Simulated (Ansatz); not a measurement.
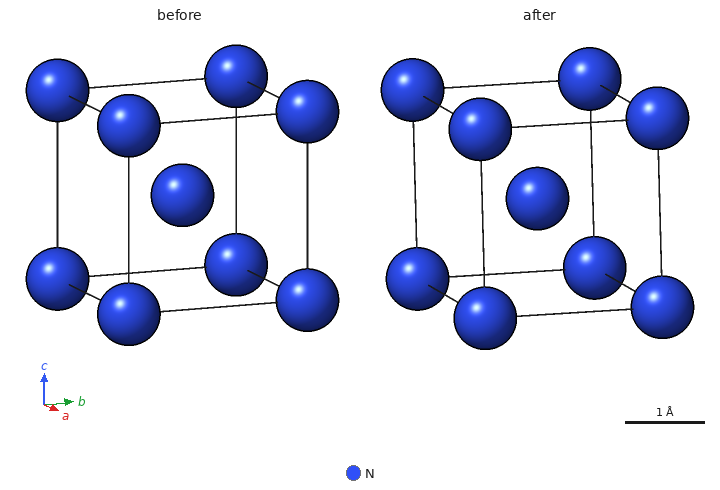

Left: crystalline N (a generated structure, set up in Im-3m). Right: the same structure after one change, at the same scale. The picture is a ball-and-stick view of the conventional cell (2 times the calculation's cell), seen from a free direction. Lengths and directions refer to the drawn axes.

Level of theory: Ansatz 0.2.0, DFT, PBE, PAW with Ansatz's default frozen-core files, scalar-relativistic. (plane-wave cutoff 420 eV; k-point mesh 16 × 16 × 16; occupations fermi dirac; smearing width 0.05 eV; no spin polarisation)

Question: Which change leads from the left to the right?

Answer: The cell is strained by −4.0 % along [1 1 1] and +2.0 % across it (volume −0.1 %), the atoms keeping their fractional coordinates. No relaxation follows.

Question: What does the change do?

Answer: It lowers the energy by 5.5 meV per atom. Pressure: 0.0 GPa before, 0.2 GPa after. The principal stresses (compression positive) are −3.5 GPa along [1 1 1] and 2.1 GPa across it. All forces vanish by symmetry. The space group (tolerance 0.01 Å) goes from Im-3m (No. 229) to R-3m (No. 166).
